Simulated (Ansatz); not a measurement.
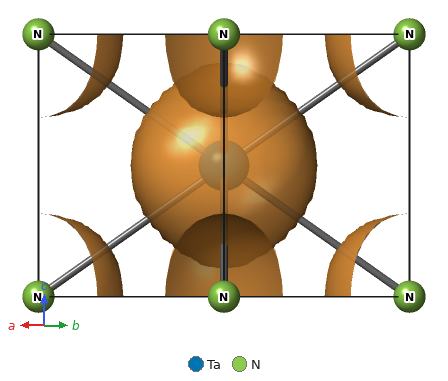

The picture shows: TaN. Isosurface of the valence electron density at 0.6 e/Å³ (orange), seen along [110]. Sticks mark near contacts.

Space group Pm-3m; computed pressure about −12 GPa in this cell.

Method: Ansatz 0.2.0, DFT r2SCAN, scalar-relativistic, plane waves, PAW.

In a PAW calculation such maps are meaningful between the atoms, not at the nuclei.

Q: What does this surface tell about the bonding?

A: At this value the density breaks into separate islands; it holds about 75 % of the electrons treated as valence (semicore included). It bridges none of the near contacts. It is pinched off along the sampled Ta–N (2.40 Å) and Ta–Ta (2.77 Å) contacts. On the grid the lowest density along these lines, outside the cores, is 0.37 e/Å³ (Ta–N, 2.40 Å) and 0.4 e/Å³ (Ta–Ta, 2.77 Å).

Q: Does the calculation give a band gap?

A: It is gapless in this calculation (a metal or semimetal); semilocal functionals without U, or without the true magnetic order, often close the gap of such compounds.
